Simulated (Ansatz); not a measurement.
Zn26Se27 (cell charge −2, with a compensating background) (cell with a defect)

Input file:

```
crystal:
  lattice:
    - [-8.5976416027, -8.5976416027, 0.0]
    - [-8.5976416027, 0.0, -8.5976416027]
    - [0.0, -8.5976416027, -8.5976416027]
  atoms:
    - { symbol: Zn, position: [0.3333333333, 0.6666666667, 0.3333333333] }
    - { symbol: Zn, position: [1.0, 0.6666666667, 0.3333333333] }
    - { symbol: Zn, position: [0.6666666667, 0.3333333333, 0.3333333333] }
    - { symbol: Zn, position: [0.3333333333, 0.3333333333, 0.3333333333] }
    - { symbol: Zn, position: [1.0, 0.3333333333, 0.3333333333] }
    - { symbol: Zn, position: [0.6666666667, 1.0, 0.3333333333] }
    - { symbol: Zn, position: [0.3333333333, 1.0, 0.3333333333] }
    - { symbol: Zn, position: [1.0, 1.0, 0.3333333333] }
    - { symbol: Zn, position: [0.6666666667, 0.6666666667, 0.0] }
    - { symbol: Zn, position: [0.3333333333, 0.6666666667, 0.0] }
    - { symbol: Zn, position: [1.0, 0.6666666667, 0.0] }
    - { symbol: Zn, position: [0.6666666667, 0.3333333333, 0.0] }
    - { symbol: Zn, position: [0.3333333333, 0.3333333333, 0.0] }
    - { symbol: Zn, position: [1.0, 0.3333333333, 0.0] }
    - { symbol: Zn, position: [0.6666666667, 1.0, 0.0] }
    - { symbol: Zn, position: [0.3333333333, 1.0, 0.0] }
    - { symbol: Zn, position: [1.0, 1.0, 0.0] }
    - { symbol: Zn, position: [0.6666666667, 0.6666666667, 0.6666666667] }
    - { symbol: Zn, position: [0.3333333333, 0.6666666667, 0.6666666667] }
    - { symbol: Zn, position: [1.0, 0.6666666667, 0.6666666667] }
    - { symbol: Zn, position: [0.6666666667, 0.3333333333, 0.6666666667] }
    - { symbol: Zn, position: [0.3333333333, 0.3333333333, 0.6666666667] }
    - { symbol: Zn, position: [1.0, 0.3333333333, 0.6666666667] }
    - { symbol: Zn, position: [0.6666666667, 1.0, 0.6666666667] }
    - { symbol: Zn, position: [0.3333333333, 1.0, 0.6666666667] }
    - { symbol: Zn, position: [1.0, 1.0, 0.6666666667] }
    - { symbol: Se, position: [0.5833333333, 0.5833333333, 0.5833333333] }
    - { symbol: Se, position: [0.25, 0.5833333333, 0.5833333333] }
    - { symbol: Se, position: [0.9166666667, 0.5833333333, 0.5833333333] }
    - { symbol: Se, position: [0.5833333333, 0.25, 0.5833333333] }
    - { symbol: Se, position: [0.25, 0.25, 0.5833333333] }
    - { symbol: Se, position: [0.9166666667, 0.25, 0.5833333333] }
    - { symbol: Se, position: [0.5833333333, 0.9166666667, 0.5833333333] }
    - { symbol: Se, position: [0.25, 0.9166666667, 0.5833333333] }
    - { symbol: Se, position: [0.9166666667, 0.9166666667, 0.5833333333] }
    - { symbol: Se, position: [0.5833333333, 0.5833333333, 0.25] }
    - { symbol: Se, position: [0.25, 0.5833333333, 0.25] }
    - { symbol: Se, position: [0.9166666667, 0.5833333333, 0.25] }
    - { symbol: Se, position: [0.5833333333, 0.25, 0.25] }
    - { symbol: Se, position: [0.25, 0.25, 0.25] }
    - { symbol: Se, position: [0.9166666667, 0.25, 0.25] }
    - { symbol: Se, position: [0.5833333333, 0.9166666667, 0.25] }
    - { symbol: Se, position: [0.25, 0.9166666667, 0.25] }
    - { symbol: Se, position: [0.9166666667, 0.9166666667, 0.25] }
    - { symbol: Se, position: [0.5833333333, 0.5833333333, 0.9166666667] }
    - { symbol: Se, position: [0.25, 0.5833333333, 0.9166666667] }
    - { symbol: Se, position: [0.9166666667, 0.5833333333, 0.9166666667] }
    - { symbol: Se, position: [0.5833333333, 0.25, 0.9166666667] }
    - { symbol: Se, position: [0.25, 0.25, 0.9166666667] }
    - { symbol: Se, position: [0.9166666667, 0.25, 0.9166666667] }
    - { symbol: Se, position: [0.5833333333, 0.9166666667, 0.9166666667] }
    - { symbol: Se, position: [0.25, 0.9166666667, 0.9166666667] }
    - { symbol: Se, position: [0.9166666667, 0.9166666667, 0.9166666667] }
total_charge: -2
basis:
  ecutwfc: 420
  xc_grid: 2
kpoints:
  mp_grid: { grid: [2, 2, 2], shift: [0.0, 0.0, 0.0] }
hamiltonian:
  xc: pbe
scf:
  occupations: { method: gaussian, width: 0.02 }
output:
  forces: true
  stress: false
  eigenvalues: true
  write_density: true
  write_potential: true
  elf: true
  volumetric_format: npy
relax:
  adjacent_minimum: "off"
  f_tol: 0.02
  max_steps: 60
```

Run with:

```sh
ansatz run input.yaml --threads 8 --pin off --max-ram 20480MiB --backend cpu --events-out ev --progress --plain --runs-dir out
```

The fields are those of the relaxed geometry.

All numbers below come from DFT PBE, scalar-relativistic, plane waves, PAW (Ansatz 0.2.0).

Core electrons are frozen (PAW), and the valence fields are smoothed inside the atomic spheres.

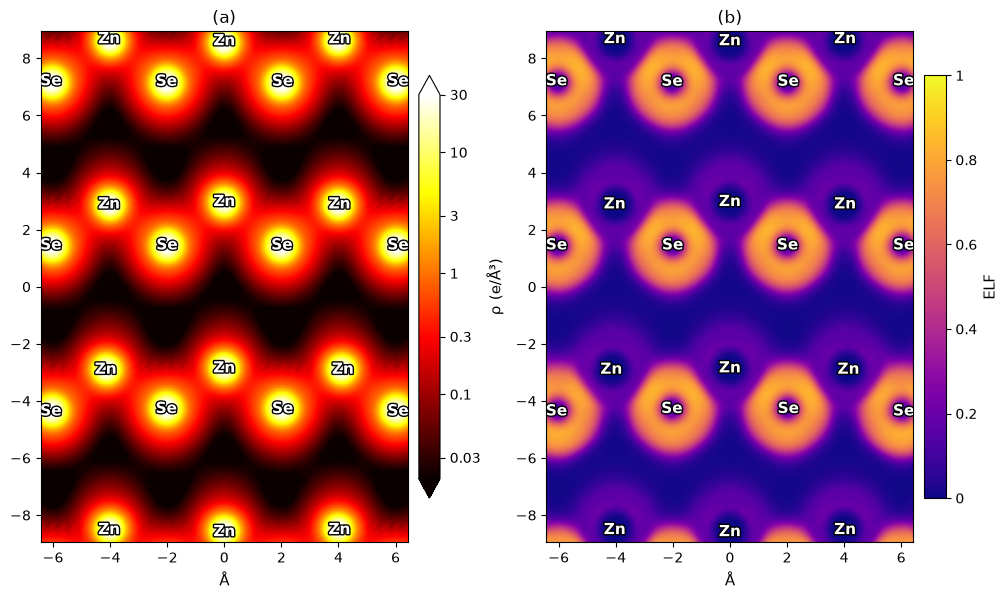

Figure 1. (a) valence pseudo-density; (b) ELF on the (11̄0) plane of the calculation cell.

What do the fields say about this system?

Answer. The section cuts through Zn and Se sites. Zn–Se (2.42 Å): the density is about 0.5 e/Å³ at the midpoint; the ELF is about 0.60 at the midpoint. Zn–Se (2.50 Å): ρ at the midpoint is about 0.43 e/Å³; the ELF is about 0.60 at the midpoint. Zn–Se (2.52 Å): ρ is about 0.41 e/Å³ halfway; the ELF is about 0.60 at the midpoint. Between the atoms the lowest density in this plane is 0.01 e/Å³.

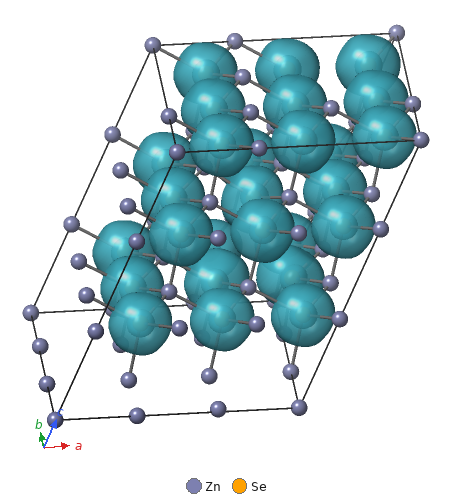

Figure 2. Isosurface of the electron localisation function at 0.65 (cyan), seen at an oblique angle. Core shells and regions of very low density are left out. Sticks mark near contacts.

Where are the electrons localised?

Answer. The surface consists of 27 regions wrapped around Se (the valence shell of each), counted in one cell of 53 atoms. Any copies at cell faces, edges or corners count once. Profiles from the grid: Zn–Se (2.48 Å): the ELF is about 0.60 at the midpoint.

Does the calculation make it a metal, or give it a gap?

Answer. It is gapped, with a Kohn–Sham gap of 1.1 eV on the k-point mesh, an upper bound to the gap of this method.
